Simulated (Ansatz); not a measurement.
The calculation's input:

```
crystal:
  lattice:
    - [-4.771908733, 4.771908733, 2.422371205]
    - [4.771908733, -4.771908733, 2.422371205]
    - [4.771908733, 4.771908733, -2.422371205]
  atoms:
    - { symbol: Si, position: [0.25, 0.25, 0.0] }
    - { symbol: Si, position: [0.75, 0.75, 0.0] }
    - { symbol: Si, position: [0.667176828, 0.167176828, 0.834353656] }
    - { symbol: Si, position: [0.167176828, 0.332823172, 0.5] }
    - { symbol: Si, position: [0.332823172, 0.832823172, 0.165646344] }
    - { symbol: Si, position: [0.832823172, 0.667176828, 0.5] }
    - { symbol: Mo, position: [0.75, 0.25, 0.5] }
    - { symbol: Mo, position: [0.25, 0.75, 0.5] }
    - { symbol: Mo, position: [0.223915933, 0.0768614601, 0.3007773931] }
    - { symbol: Mo, position: [0.0768614601, 0.776084067, 0.8529455271] }
    - { symbol: Mo, position: [0.776084067, 0.9231385399, 0.6992226069] }
    - { symbol: Mo, position: [0.9231385399, 0.223915933, 0.1470544729] }
    - { symbol: Mo, position: [0.276084067, 0.5768614601, 0.8529455271] }
    - { symbol: Mo, position: [0.4231385399, 0.276084067, 0.6992226069] }
    - { symbol: Mo, position: [0.723915933, 0.4231385399, 0.1470544729] }
    - { symbol: Mo, position: [0.5768614601, 0.723915933, 0.3007773931] }
basis:
  ecutwfc: 500
kpoints:
  mp_grid: { grid: [8, 8, 8] }
hamiltonian:
  xc: r2scan
scf:
  occupations: { method: gaussian, width: 0.1 }
output:
  forces: true
  stress: true
  eigenvalues: true
  write_density: true
  write_potential: true
  elf: true
  volumetric_format: npy
relax:
  adjacent_minimum: "off"
  f_tol: 0.01
  max_steps: 30
  cell: { stress_tol: 0.1, fix: [volume] }
```

Launched as:

```sh
ansatz run input.yaml --threads 4 --pin off --max-ram 10240MiB --backend cpu --events-out ev --progress --plain --runs-dir out
```

Below, planes, directions and counts refer to the conventional cell (a = 9.55 Å, b = 9.55 Å, c = 4.84 Å, α = 90.00°, β = 90.00°, γ = 90.00°).

Space group I4/mcm; changed on purpose from its base cell (volume × 0.97, shape and atoms relaxed); computed pressure about 8 GPa in this cell; computed without spin polarisation.

All numbers below come from DFT r2SCAN, scalar-relativistic, plane waves, PAW in Ansatz.

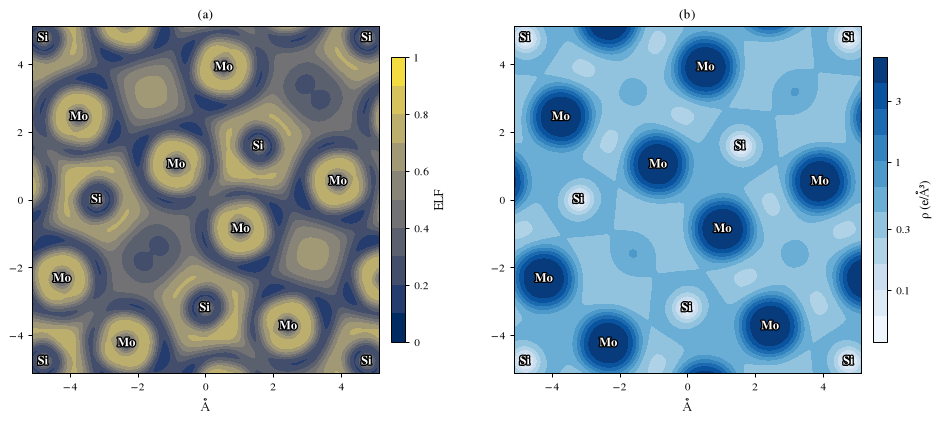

Si$_{3}$Mo$_{5}$. (a) electron localisation function; (b) valence electron density on the (001) plane of the conventional cell.

In a PAW calculation such maps are meaningful between the atoms, not at the nuclei.

### What do the fields say about this system?

- The section cuts through Si and Mo sites.
- Si–Mo (2.50 Å): ρ at the midpoint is about 0.47 e/Å³; the ELF peaks at about 0.70 in the valence shell of Si, 0.9 Å from its nucleus, and is about 0.40 at the midpoint.
- Si–Mo (2.55 Å): the density is about 0.41 e/Å³ at the midpoint; the ELF peaks at about 0.65 in the valence shell of Si, 0.9 Å from its nucleus, and is about 0.35 at the midpoint.
- Mo–Mo (2.69 Å): ρ is about 0.45 e/Å³ halfway; the ELF is about 0.40 at the midpoint.
- Between the atoms the lowest density in this plane is 0.23 e/Å³.
- The features right at Mo lie inside the PAW spheres, where the map follows smoothed inner orbitals and isn't to be read closely.
